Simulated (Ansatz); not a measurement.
Program: Ansatz.

```
crystal:
  lattice:
    - [2.8516080131, 0.0, 0.0]
    - [-1.4258040066, 2.469564981, 0.0]
    - [0.0, 0.0, 5.567503]
  atoms:
    - { symbol: Ti, position: [0.3333333333, 0.6666666667, 0.25] }
    - { symbol: Ti, position: [0.6666666667, 0.3333333333, 0.75] }
    - { symbol: O, position: [0.0, 0.0, 0.0] }
    - { symbol: O, position: [0.0, 0.0, 0.5] }
basis:
  ecutwfc: 500
kpoints:
  mp_grid: { grid: [1, 1, 1] }
hamiltonian:
  xc: r2scan
scf:
  occupations: { method: gaussian, width: 0.1 }
output:
  forces: true
  stress: true
  eigenvalues: true
```

Launched with:
```bash
ansatz run input.yaml --threads 1 --pin off --max-ram 2560MiB --backend cpu --events-out ev --progress --plain --runs-dir out
```

> Will this run converge, and how?

Converged, in 10 iterations. The residual falls almost steadily, with no more than small rises or pauses.

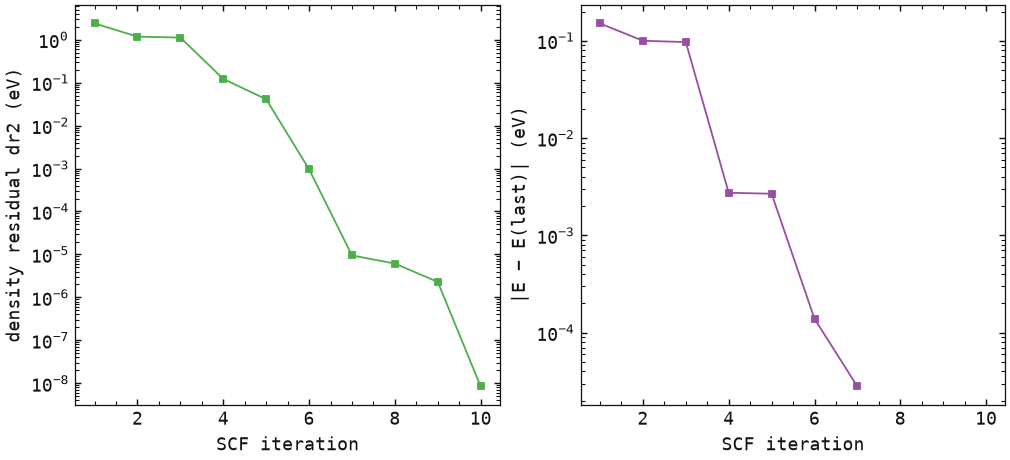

SCF iterations of a calculation: density residual dr2, distance of the Harris–Foulkes energy from its last value. Energy differences below 3 × 10⁻⁶ eV aren't drawn. The starting density is a sum of atomic densities corrected by a trained network.
